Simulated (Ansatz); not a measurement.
# Single-point calculation of CuO (part 2 of 3)

Continued. System: CuO (Cccm, 16 atoms in the cell). Method: DFT PBE+U, scalar-relativistic, plane waves, PAW, Ueff = 4 eV on Cu d, spin-polarised (Ansatz 0.2.0); cutoff 420 eV, 2×4×2 k-mesh, Gaussian smearing of 0.05 eV, collinear spins. The structure derives from an entry of the Crystallography Open Database.

Geometry of the input (Å; fractional positions):
```
3.7619  0.0000  5.5322
0.0000  -4.1521  0.0000
4.5869  0.0000  -4.8710
Cu 0.1250  -0.2500  0.1250
Cu 0.3750  0.2500  -0.1250
O  0.3750  0.0000  0.1250
O  0.6250  -0.0000  -0.1250
Cu 0.3750  0.2500  0.3750
Cu 0.6250  0.7500  0.1250
O  0.6250  0.5000  0.3750
O  0.8750  0.5000  0.1250
Cu 0.6250  -0.2500  0.6250
Cu 0.8750  0.2500  0.3750
O  0.8750  0.0000  0.6250
O  1.1250  -0.0000  0.3750
Cu 0.8750  0.2500  0.8750
Cu 1.1250  0.7500  0.6250
O  1.1250  0.5000  0.8750
O  1.3750  0.5000  0.6250
```

## What the program printed, continued
```
SCF iter   1: F=—  HF=-57523.196414 eV  |F-HF|=—  |Δ(HF+E_count)|=         —  Δρ=1.27e-7 (↑1.11e-7 ↓1.27e-7)  dr2=1.19e-10  dr2_m=1.17e-12  M=-0.000 μB ∫|m|=0.000 μB  ethr=1.00e-12  ⟨swp⟩=1.2  Hψ=29513  notcnv=0
spin=Collinear: Resta preconditioning applied to the charge; magnetization (m = ρ↑ − ρ↓) channel mixes plain (no charge-response kernel on spin).
SCF iter   2: F=—  HF=-57523.462063 eV  |F-HF|=—  |Δ(HF+E_count)|=   2.66e-1  Δρ=4.56e-3 (↑4.56e-3 ↓4.56e-3)  dr2=8.38e-2  dr2_m=4.02e-3  M=-0.001 μB ∫|m|=2.787 μB  ethr=9.71e-7  ⟨swp⟩=1.3  Hψ=13602  notcnv=0
SCF iter   3: F=—  HF=-57523.455156 eV  |F-HF|=—  |Δ(HF+E_count)|=   6.91e-3  Δρ=1.99e-3 (↑1.99e-3 ↓1.99e-3)  dr2=9.38e-3  dr2_m=3.85e-3  M=0.000 μB ∫|m|=2.999 μB  ethr=5.00e-7  ⟨swp⟩=1.0  Hψ=8721  notcnv=0
SCF iter   4: F=—  HF=-57523.455215 eV  |F-HF|=—  |Δ(HF+E_count)|=   5.95e-5  Δρ=1.97e-4 (↑1.97e-4 ↓1.92e-4)  dr2=1.19e-4  dr2_m=2.25e-5  M=0.000 μB ∫|m|=3.046 μB  ethr=5.00e-7  ⟨swp⟩=1.0  Hψ=8177  notcnv=0
an SCF from an earlier converged SCF that another search, or another magnetic order, replaced, along what its orbitals showed of its open shells (or to have them read), with 12 of the crystal's symmetry operations given up, reached no lower state that the run goes on to. This is no proof of a minimum
WARN: the starting moments were not kept: 4 of 8 ended reversed and 4 kept their direction, counting a site from 0.1 of the cell's largest site moment. The largest reversed, site 1 (counted from 0, in the order of the report's site_moments_mub), started with +1.0 μB and closes at -5.4e-1 μB in its sphere. The net magnetisation is 7.6e-12 μB in size, at most 0.1 of the 8 μB that the starting moments add up to as vectors. The SCF closed on another magnetic arrangement than the starting moments describe; that does not show which of the two is lower. This SCF took its magnetisation from a saved state (the deck's checkpoint.read, a session's seed or a resume), or from the single point or search that the run made first, and not from the starting moments. Where the run's atoms have moved since that state, how it is taken is a key of its own (checkpoint.density_extrapolation: follow_atoms, where typed, takes the whole of its magnetisation to them with its atoms, but for some exceptions; the density_extrapolation keyword of a session's seed is the same key). To be rid of a resumed run's state, run its deck in a fresh run directory. To be rid of the state of a single point that the run made first, give starting moments in the input or, where a deck that gives them still makes one, type scf.lower_state_search: off. To try another start, run it without that state.
SCF converged after 2 iterations
Magnetization: -0.0000 μB (100.0000 up, 100.0000 down)
Absolute magnetization: 6.1513 μB (∫|ρ↑−ρ↓|, with the PAW one-centre terms)
Spin contamination: 3.2164 ħ² per cell (⟨S²⟩ above its minimum at these occupations)
Per-site moments (μB) at R_I (Å): [(0.5408055025547693, 0.8120193672329415), (-0.5408061560097677, 0.8120193672329412), (0.14874148197736245, 0.8120193672329414), (-0.14874103865364552, 0.8120193672329411), (0.5408054063739643, 0.8120193672329414), (0.5408055025547693, 0.8120193672329414), (0.14874159832446063, 0.8120193672329414), (0.14874148197736262, 0.8120193672329415), (-0.540806043181774, 0.8120193672329411), (0.5408054063739645, 0.8120193672329412), (-0.148740579121387, 0.8120193672329412), (0.14874159832446066, 0.8120193672329415), (-0.5408061560097671, 0.8120193672329414), (-0.5408060431817742, 0.8120193672329411), (-0.1487410386536455, 0.8120193672329411), (-0.1487405791213871, 0.8120193672329412)]
Free energy (F): -57524.041715 eV
Harris-Foulkes:  -57524.041715 eV  (|F-HF|=1.00e-9)
Internal energy: -57524.041715 eV  (E = F + TS)
E sigma→0 (E₀):  -57524.041715 eV
Entropy (-TS):   -0.000000 eV (-0.000 meV/atom)
Fermi energy:    9.944889 eV
--- Per-component energies (eV) ---
  E_band       = -3914.337487
  E_kinetic    = 3762.201901
  E_local      = -40934.574711  (includes V_loc(G=0)·N_el)
  E_nonlocal   = 3504.226717
  E_hartree    = 17708.380340
  E_xc         = -1291.290550
  E_vxc        = -1657.075682  (∫ρ·V_xc dr)
  E_hubbard    = 5.466376  (on-site DFT+U / exact-exchange correction)
  E_vhub       = -139.339291  (the Hubbard potential's part of the band-sum identity)
  E_paw        = -14551.045370  (= ΣΔE_a)
  E_vpaw       = -3866.563166  (= ΣTr[D̂ρ^β])
  E_aug_tail   = 0.022318  (compensation charges beyond the density's cutoff)
  E_ewald      = -25727.428736
  E_smearing   = -0.000000  (= −TS)
  E_closure    = -0.000000  (closes the sum)
  Σ components = -57524.041715   (vs F -57524.041715, Δ=0.00e0)
--- Forces (eV/Å), atoms counted from 1 ---
  atom   1  Cu     0.12960526    -0.12627269    -0.05324211
  atom   2  Cu    -0.12958640    -0.12627580     0.05322932
  atom   3  O     -0.16895688    -0.04553838     0.08623042
  atom   4  O      0.16895297     0.04553350    -0.08622701
  atom   5  Cu    -0.12960316     0.12627414     0.05324183
  atom   6  Cu     0.12960526     0.12627269    -0.05324211
  atom   7  O      0.16895309    -0.04553703    -0.08622713
  atom   8  O     -0.16895688     0.04553838     0.08623042
  atom   9  Cu     0.12958295    -0.12627716    -0.05322752
  atom  10  Cu    -0.12960316    -0.12627414     0.05324183
  atom  11  O     -0.16894969    -0.04553617     0.08622336
  atom  12  O      0.16895309     0.04553703    -0.08622713
  atom  13  Cu    -0.12958640     0.12627580     0.05322932
  atom  14  Cu     0.12958295     0.12627716    -0.05322752
  atom  15  O      0.16895297    -0.04553350    -0.08622701
  atom  16  O     -0.16894969     0.04553617     0.08622336
  max |Σ_I F_I| component: 3.72e-6 eV/Å
--- Stress (GPa, compression-positive) ---
       -0.162835       0.000000      -0.582623
        0.000000      -0.248042       0.000000
       -0.582623       0.000000      -0.763326
  P = ⅓ Tr σ = -0.3914 GPa (-3.914 kbar)
--- Band table (eV; the first three rows and the last of 24) ---
  k-point 0 ↑: bands = ["-102.6455", "-102.6453", "-102.6449", "-102.6449", "-101.9187", "-101.9184", "-101.9180", "-101.9180", "-60.2940", "-60.2926", "-60.2896", "-60.2886", "-60.2718", "-60.2712", "-60.2708", "-60.2705", "-59.4511", "-59.4505", "-59.4467", "-59.4467", "-59.3678", "-59.3666", "-59.3620", "-59.3620", "-59.3531", "-59.3511", "-59.3510", "-59.3507", "-59.1856", "-59.1851", "-59.1813", "-59.1812", "-9.0761", "-8.1786", "-8.1767", "-8.1572", "-8.1049", "-7.8503", "-7.7282", "-7.5215", "2.0845", "3.2756", "3.3095", "3.3129", "3.3235", "3.3366", "3.7012", "4.5437", "4.5760", "4.6022", "4.6098", "4.7069", "4.7991", "4.8755", "4.9542", "4.9605", "4.9730", "4.9745", "5.0156", "5.1215", "5.2691", "5.3426", "5.5173", "5.7582", "5.7621", "5.7792", "5.8605", "5.8656", "5.8921", "5.9619", "5.9985", "6.0075", "6.1036", "6.1641", "6.2100", "6.2544", "6.2560", "6.3047", "6.3437", "6.4091", "6.5131", "6.6386", "7.0200", "7.0503", "7.1746", "7.2387", "7.2690", "7.2733", "7.3078", "7.5879", "7.6865", "7.6996", "7.7022", "7.8378", "8.0618", "8.1017", "8.1636", "9.1834", "9.2083", "9.2357", "10.1231", "11.1876", "11.1925", "11.5549", "11.6408", "12.6698", "15.2119", "15.2215", "15.2216", "15.2236", "16.5173", "17.5048", "17.5564", "20.0108", "20.1447", "21.2177", "21.7955", "21.7956", "21.7987", "21.7992", "22.1502", "22.2840", "22.4861", "22.4936", "22.4978"]
  k-point 1 ↑: bands = ["-102.6454", "-102.6453", "-102.6450", "-102.6448", "-101.9186", "-101.9184", "-101.9180", "-101.9178", "-60.2940", "-60.2926", "-60.2896", "-60.2886", "-60.2719", "-60.2712", "-60.2708", "-60.2705", "-59.4511", "-59.4505", "-59.4467", "-59.4467", "-59.3678", "-59.3666", "-59.3620", "-59.3620", "-59.3532", "-59.3511", "-59.3510", "-59.3507", "-59.1857", "-59.1852", "-59.1813", "-59.1812", "-8.8497", "-8.6790", "-8.1431", "-8.0894", "-7.8743", "-7.8359", "-7.8263", "-7.5172", "2.6942", "2.8846", "3.4026", "3.4811", "3.6528", "3.6706", "3.8968", "3.9079", "3.9190", "3.9501", "4.4479", "4.8112", "4.8186", "4.8973", "4.9638", "4.9746", "5.0447", "5.0736", "5.1536", "5.2340", "5.3419", "5.4906", "5.5098", "5.5247", "5.5249", "5.6871", "5.7534", "5.7820", "5.8070", "5.8399", "5.9254", "5.9561", "5.9597", "6.0318", "6.0443", "6.1849", "6.3583", "6.4254", "6.6044", "6.7514", "6.8139", "6.9012", "6.9730", "6.9735", "7.1345", "7.2375", "7.2395", "7.2468", "7.3402", "7.5642", "7.6237", "7.7848", "7.8802", "7.9018", "7.9399", "7.9591", "8.1084", "9.1100", "9.3892", "9.6804", "10.3382", "11.0020", "11.0077", "11.3595", "13.2556", "13.3671", "14.0513", "14.1429", "15.5989", "15.7248", "15.7908", "15.8324", "19.4144", "19.4247", "20.2304", "20.3187", "21.1110", "21.1876", "21.1960", "21.1990", "22.0201", "22.0634", "22.7805", "22.7919", "23.1886"]
  k-point 2 ↑: bands = ["-102.6455", "-102.6455", "-102.6452", "-102.6451", "-101.9187", "-101.9185", "-101.9182", "-101.9181", "-60.2940", "-60.2931", "-60.2892", "-60.2886", "-60.2718", "-60.2711", "-60.2710", "-60.2705", "-59.4512", "-59.4508", "-59.4466", "-59.4465", "-59.3678", "-59.3670", "-59.3618", "-59.3618", "-59.3529", "-59.3514", "-59.3510", "-59.3507", "-59.1858", "-59.1854", "-59.1811", "-59.1810", "-8.9203", "-8.3110", "-8.2610", "-8.1211", "-7.9734", "-7.9235", "-7.6939", "-7.5456", "2.3739", "3.1884", "3.2328", "3.4694", "3.5849", "3.6056", "3.6822", "3.7510", "3.7906", "4.2199", "4.4833", "4.6143", "4.7990", "4.8194", "4.9706", "4.9844", "5.0165", "5.1194", "5.3478", "5.3548", "5.5268", "5.5594", "5.5747", "5.6402", "5.7131", "5.7441", "5.8368", "5.8579", "5.8945", "5.8980", "5.9100", "6.0121", "6.0267", "6.0631", "6.0775", "6.2277", "6.3464", "6.3777", "6.4270", "6.4862", "6.7472", "6.7808", "6.7975", "6.8795", "6.9187", "6.9520", "7.2397", "7.3698", "7.3702", "7.4130", "7.4257", "7.6151", "7.7519", "7.7964", "7.9652", "8.1425", "8.2349", "9.0561", "9.3849", "9.7621", "10.4831", "10.9843", "11.2568", "11.5749", "12.6314", "13.8107", "14.9295", "14.9312", "15.7433", "15.7473", "16.2770", "16.8907", "17.5859", "19.7501", "19.7576", "19.8368", "19.8407", "19.9601", "20.7116", "21.1262", "21.6517", "22.5601", "22.7030", "22.7055", "23.1271"]
  k-point 11 ↓: bands = ["-102.6456", "-102.6456", "-102.6453", "-102.6453", "-101.9185", "-101.9185", "-101.9185", "-101.9185", "-60.2937", "-60.2937", "-60.2888", "-60.2888", "-60.2714", "-60.2714", "-60.2709", "-60.2709", "-59.4512", "-59.4512", "-59.4464", "-59.4464", "-59.3676", "-59.3676", "-59.3617", "-59.3617", "-59.3517", "-59.3517", "-59.3514", "-59.3514", "-59.1858", "-59.1858", "-59.1809", "-59.1809", "-8.5147", "-8.5147", "-8.1682", "-8.1682", "-8.0780", "-8.0780", "-7.6078", "-7.6078", "3.1729", "3.1729", "3.3608", "3.3608", "3.3746", "3.3746", "3.5625", "3.5625", "4.2867", "4.2867", "4.6037", "4.6037", "4.6080", "4.6080", "4.9126", "4.9126", "4.9315", "4.9315", "5.0301", "5.0301", "5.2981", "5.2981", "5.4624", "5.4624", "5.5644", "5.5644", "5.7838", "5.7838", "5.8639", "5.8639", "5.9226", "5.9226", "6.1095", "6.1095", "6.1218", "6.1218", "6.3584", "6.3584", "6.4060", "6.4060", "6.5318", "6.5318", "7.1379", "7.1379", "7.2219", "7.2219", "7.4166", "7.4166", "7.4957", "7.4957", "7.6872", "7.6872", "7.7192", "7.7192", "8.3719", "8.3719", "9.0937", "9.0937", "9.1248", "9.1248", "10.9092", "10.9092", "11.1027", "11.1027", "14.0828", "14.0828", "15.2313", "15.2313", "15.2322", "15.2322", "16.2507", "16.2507", "16.7691", "16.7691", "21.3308", "21.3308", "21.7026", "21.7026", "21.7039", "21.7039", "22.4199", "22.4199", "22.5055", "22.5055", "22.5459"]
Occupation matrices written to [file]
--- Löwdin populations: 16 sites ---
  site symbol       q [e]    m [muB]
     0     Cu     17.9797     0.4823
     1     Cu     17.9797    -0.4823
     2      O      6.9101     0.1931
     3      O      6.9101    -0.1931
     4     Cu     17.9797     0.4823
     5     Cu     17.9797     0.4823
     6      O      6.9101     0.1931
     7      O      6.9101     0.1931
     8     Cu     17.9797    -0.4823
     9     Cu     17.9797     0.4823
    10      O      6.9101    -0.1931
    11      O      6.9101     0.1931
    12     Cu     17.9797    -0.4823
    13     Cu     17.9797    -0.4823
    14      O      6.9101    -0.1931
    15      O      6.9101    -0.1931
  spilling = 0.004406 (of n_electrons = 200.000000)
--- Occupation matrices: 8 shells (run DFT+U table (all-electron-ortho-atomic); ε = 1.33e-2) ---
  Cu0 d_3D: site group Ci (-1)
  Cu0 d_3D up     Tr n = 4.9454  λ = 0.976 0.980 0.995 0.996 0.997  [2× xy 0.43 Ag(1.00) | 3× x2-y2 0.33 Ag(1.00)]
  Cu0 d_3D dn     Tr n = 4.4466  λ = 0.486 0.972 0.995 0.996 0.998  [yz 0.49 Ag(1.00) | xy 0.86 Ag(1.00) | 3× x2-y2 0.33 Ag(1.00)]
  Cu1 d_3D: site group Ci (-1)
  Cu1 d_3D up     Tr n = 4.4466  λ = 0.486 0.972 0.995 0.996 0.998  [yz 0.49 Ag(1.00) | xy 0.86 Ag(1.00) | 3× x2-y2 0.33 Ag(1.00)]
  Cu1 d_3D dn     Tr n = 4.9454  λ = 0.976 0.980 0.995 0.996 0.997  [2× xy 0.43 Ag(1.00) | 3× x2-y2 0.33 Ag(1.00)]
  Cu4 d_3D: site group Ci (-1)
  Cu4 d_3D up     Tr n = 4.9454  λ = 0.976 0.980 0.995 0.996 0.997  [2× xy 0.43 Ag(1.00) | 3× x2-y2 0.33 Ag(1.00)]
  Cu4 d_3D dn     Tr n = 4.4466  λ = 0.486 0.972 0.995 0.996 0.998  [yz 0.49 Ag(1.00) | xy 0.86 Ag(1.00) | 3× x2-y2 0.33 Ag(1.00)]
  Cu5 d_3D: site group Ci (-1)
  Cu5 d_3D up     Tr n = 4.9454  λ = 0.976 0.980 0.995 0.996 0.997  [2× xy 0.43 Ag(1.00) | 3× x2-y2 0.33 Ag(1.00)]
  Cu5 d_3D dn     Tr n = 4.4466  λ = 0.486 0.972 0.995 0.996 0.998  [yz 0.49 Ag(1.00) | xy 0.86 Ag(1.00) | 3× x2-y2 0.33 Ag(1.00)]
  Cu8 d_3D: site group Ci (-1)
  Cu8 d_3D up     Tr n = 4.4466  λ = 0.486 0.972 0.995 0.996 0.998  [yz 0.49 Ag(1.00) | xy 0.86 Ag(1.00) | 3× x2-y2 0.33 Ag(1.00)]
  Cu8 d_3D dn     Tr n = 4.9454  λ = 0.976 0.980 0.995 0.996 0.997  [2× xy 0.43 Ag(1.00) | 3× x2-y2 0.33 Ag(1.00)]
  Cu9 d_3D: site group Ci (-1)
  Cu9 d_3D up     Tr n = 4.9454  λ = 0.976 0.980 0.995 0.996 0.997  [2× xy 0.43 Ag(1.00) | 3× x2-y2 0.33 Ag(1.00)]
  Cu9 d_3D dn     Tr n = 4.4466  λ = 0.486 0.972 0.995 0.996 0.998  [yz 0.49 Ag(1.00) | xy 0.86 Ag(1.00) | 3× x2-y2 0.33 Ag(1.00)]
  Cu12 d_3D: site group Ci (-1)
  Cu12 d_3D up     Tr n = 4.4466  λ = 0.486 0.972 0.995 0.996 0.998  [yz 0.49 Ag(1.00) | xy 0.86 Ag(1.00) | 3× x2-y2 0.33 Ag(1.00)]
  Cu12 d_3D dn     Tr n = 4.9454  λ = 0.976 0.980 0.995 0.996 0.997  [2× xy 0.43 Ag(1.00) | 3× x2-y2 0.33 Ag(1.00)]
  Cu13 d_3D: site group Ci (-1)
  Cu13 d_3D up     Tr n = 4.4466  λ = 0.486 0.972 0.995 0.996 0.998  [yz 0.49 Ag(1.00) | xy 0.86 Ag(1.00) | 3× x2-y2 0.33 Ag(1.00)]
  Cu13 d_3D dn     Tr n = 4.9454  λ = 0.976 0.980 0.995 0.996 0.997  [2× xy 0.43 Ag(1.00) | 3× x2-y2 0.33 Ag(1.00)]
  Tr n, λ and their labels are of the run-group-symmetrised matrices; stabiliser: 8 of 32 elements of G0×{1,Θ} (closed), max defect 1.5e-6 at τ = 2.8e-3
```

## File populations.tsv
```
# site	symbol	l	j	q_up	q_dn
# orbitals = lowdin
# n_electrons = 200.000000
# spilling = 0.004406
# projection_atom_Cu: [Ne] 3s2 3p6 3d10 4s1
# projection_atom_O: [He] 2s2 2p4
0	Cu	0_3S	-	0.998828	0.998829
0	Cu	0_4S	-	0.285653	0.296690
0	Cu	1_3P	-	2.999291	2.999352
0	Cu	2_3D	-	4.947216	4.453852
1	Cu	0_3S	-	0.998829	0.998828
1	Cu	0_4S	-	0.296690	0.285653
1	Cu	1_3P	-	2.999352	2.999291
1	Cu	2_3D	-	4.453850	4.947215
2	O	0_2S	-	0.929098	0.915863
2	O	1_2P	-	2.622546	2.442631
3	O	0_2S	-	0.915863	0.929098
3	O	1_2P	-	2.442631	2.622545
4	Cu	0_3S	-	0.998828	0.998829
4	Cu	0_4S	-	0.285653	0.296690
4	Cu	1_3P	-	2.999291	2.999352
4	Cu	2_3D	-	4.947216	4.453852
5	Cu	0_3S	-	0.998828	0.998829
5	Cu	0_4S	-	0.285653	0.296690
5	Cu	1_3P	-	2.999291	2.999352
5	Cu	2_3D	-	4.947216	4.453852
6	O	0_2S	-	0.929098	0.915863
6	O	1_2P	-	2.622546	2.442631
7	O	0_2S	-	0.929098	0.915863
7	O	1_2P	-	2.622546	2.442631
8	Cu	0_3S	-	0.998829	0.998828
8	Cu	0_4S	-	0.296690	0.285653
8	Cu	1_3P	-	2.999352	2.999291
8	Cu	2_3D	-	4.453851	4.947216
9	Cu	0_3S	-	0.998828	0.998829
9	Cu	0_4S	-	0.285653	0.296690
9	Cu	1_3P	-	2.999291	2.999352
9	Cu	2_3D	-	4.947216	4.453852
10	O	0_2S	-	0.915863	0.929098
10	O	1_2P	-	2.442631	2.622545
11	O	0_2S	-	0.929098	0.915863
11	O	1_2P	-	2.622546	2.442631
12	Cu	0_3S	-	0.998829	0.998828
12	Cu	0_4S	-	0.296690	0.285653
12	Cu	1_3P	-	2.999352	2.999291
12	Cu	2_3D	-	4.453850	4.947215
13	Cu	0_3S	-	0.998829	0.998828
13	Cu	0_4S	-	0.296690	0.285653
13	Cu	1_3P	-	2.999352	2.999291
13	Cu	2_3D	-	4.453851	4.947216
14	O	0_2S	-	0.915863	0.929098
14	O	1_2P	-	2.442631	2.622545
15	O	0_2S	-	0.915863	0.929098
15	O	1_2P	-	2.442631	2.622545
```

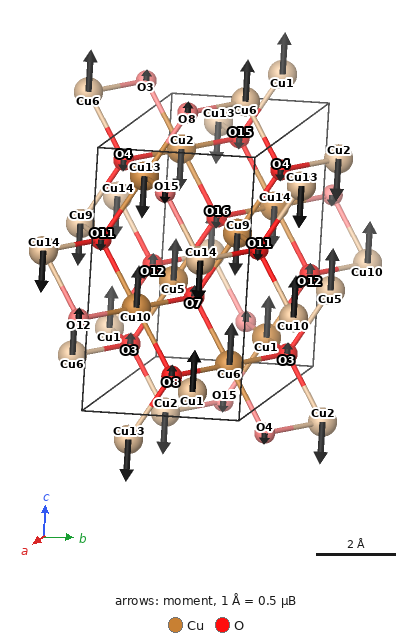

Magnetic moments of the sites as black arrows (ball-and-stick view of the cell of the calculation, seen slightly off an axis; neighbours outside the cell are drawn fainter; atoms are numbered from 1 in the order of the input); small moments hardly show. The run is collinear, so the axis drawn is arbitrary. Site moments: Cu2, Cu9, Cu13, Cu14 (−0.54 μB); Cu1, Cu5, Cu6, Cu10 (0.54 μB); O3, O7, O8, O12 (0.15 μB); O4, O11, O15, O16 (−0.15 μB). They are counted near the atoms and needn't add up to the moment of the cell.
